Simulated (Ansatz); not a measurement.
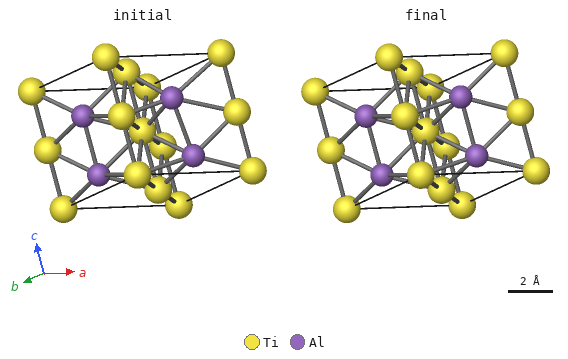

The structure of crystalline TiAl (set up in P1) before (left) and after (right) a relaxation, at one scale.

Style: ball-and-stick. Shown: the cell of the calculation, from a free direction.

Computed with DFT PBEsol, scalar-relativistic, plane waves, PAW in Ansatz 0.2.0.

The input:
```yaml
crystal:
  lattice:
    - [2.847821285, 0.0, -4.6199447395]
    - [2.847821285, 0.0, 4.6199447395]
    - [-2.847821285, -4.9325711565, 0.0]
  atoms:
    - { symbol: Ti, position: [0.008105227, 0.0024021862, 0.5015095566] }
    - { symbol: Ti, position: [0.508105227, 0.5024021862, 0.5015095566] }
    - { symbol: Ti, position: [0.008105227, 0.0024021862, 1.0015095566] }
    - { symbol: Ti, position: [0.508105227, 0.5024021862, 1.0015095566] }
    - { symbol: Al, position: [0.5914385603, 0.0857355195, 0.1681762233] }
    - { symbol: Al, position: [0.0914385603, 0.5857355195, 0.1681762233] }
    - { symbol: Al, position: [0.5265967447, 0.0665180302, 0.6560997708] }
    - { symbol: Al, position: [0.0914385603, 0.5857355195, 0.6681762233] }
basis:
  ecutwfc: 420
kpoints:
  mp_grid: { grid: [8, 8, 8] }
hamiltonian:
  xc: pbesol
scf:
  occupations: { method: gaussian, width: 0.15 }
output:
  forces: true
  stress: true
  eigenvalues: true
  write_density: true
  write_potential: true
  elf: true
  volumetric_format: npy
relax:
  adjacent_minimum: "off"
  f_tol: 0.01
  max_steps: 80
```

Command:
```bash
ansatz run input.yaml --threads 2 --pin off --max-ram 5120MiB --backend cpu --events-out ev --progress --plain --runs-dir out
```

> Summarise the run.

The atom that moves furthest is Al7 (0.26 Å roughly along [3 1 1]). Largest moves by element: Al 0.26 Å, Ti 0.04 Å. The cell doesn't change. Near-neighbour distances that change, for instance: Ti1–Al7 2.544 → 2.834 Å, Ti1–Al7 (another image) 3.097 → 2.836 Å, Ti3–Al7 3.049 → 2.835 Å, Al7–Al8 3.061 → 2.848 Å. Within 0.06 Å the space group is P1 at the start and P-6m2 at the end; at a tighter tolerance small leftover displacements or strains of the cell lower it. The energy falls by 38.4 meV per atom in 2 accepted moves (3 points after the start). The largest force component goes from 1.7 to 0.0068 eV/Å. 1 step only repeated the SCF at the same geometry. Cost: 4.8 min on 2 threads of Arm Neoverse V1, with other jobs on the host, peak memory 1.1 GiB.
